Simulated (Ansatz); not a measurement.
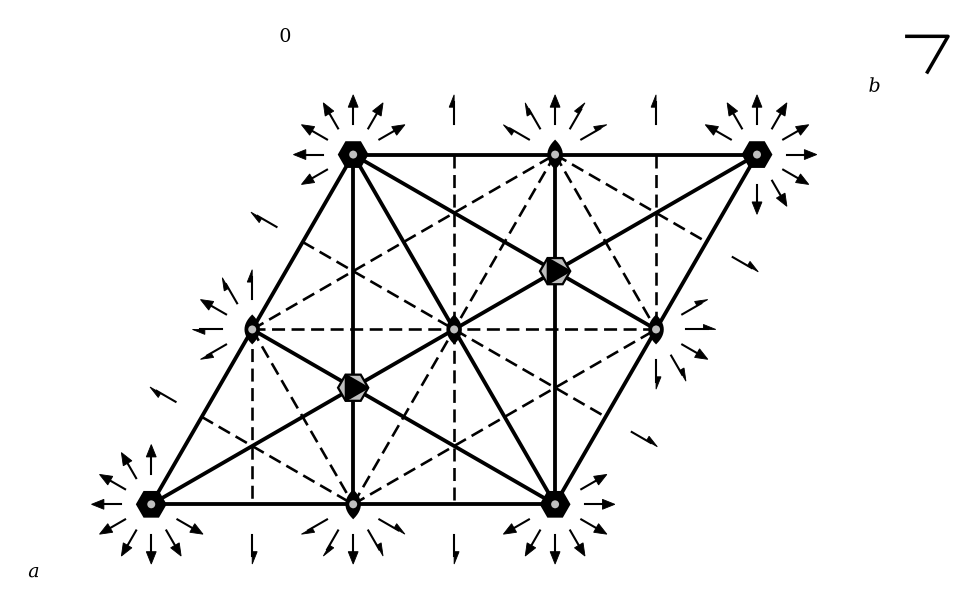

Symmetry elements of a space group, projected down c, computed from the operations of a computed or model structure of composition Zr, which need not be its known form.

Graphical symbols as in the International Tables (origin upper left, heights as fractions; handed screw axes are marked by their printed symbols).

Question: Which space group is it?

Answer: P6/mmm, No. 191; primitive hexagonal, point group 6/mmm, 24 general positions a cell.

Question: List the elements shown.

Answer: −6 axes along c at (1/3, 2/3), (2/3, 1/3); 6 axes along c at (0, 0); 2 axes along c at (0, 1/2), (1/2, 0), (1/2, 1/2); inversion centres at (0, 0), (0, 1/2), (1/2, 0), (1/2, 1/2); mirror planes holding c and [1 1 0] or [1 2 0] or [2 1 0] or [−1 1 0]; in-plane glide planes holding c and [1 1 0] or [1 2 0] or [2 1 0] or [−1 1 0]; mirror planes normal to a*, at x = 0; b glide planes normal to a*, at x = 1/2; mirror planes normal to b*, at y = 0; a glide planes normal to b*, at y = 1/2; a mirror plane normal to c at height 0; 2 axes along [1 1 0] at height 0; 2 axes along [1 2 0] at height 0; 2 axes along [2 1 0] at height 0; 2 axes along [−1 1 0] at height 0; 2 axes along a at height 0; 2 axes along b at height 0; 2₁ axes along [1 1 0] at height 0; 2₁ axes along [1 2 0] at height 0; 2₁ axes along [2 1 0] at height 0; 2₁ axes along [−1 1 0] at height 0; 2₁ axes along a at height 0; 2₁ axes along b at height 0. Heights repeat every half period; positions are (a, b) fractions, modulo 1.
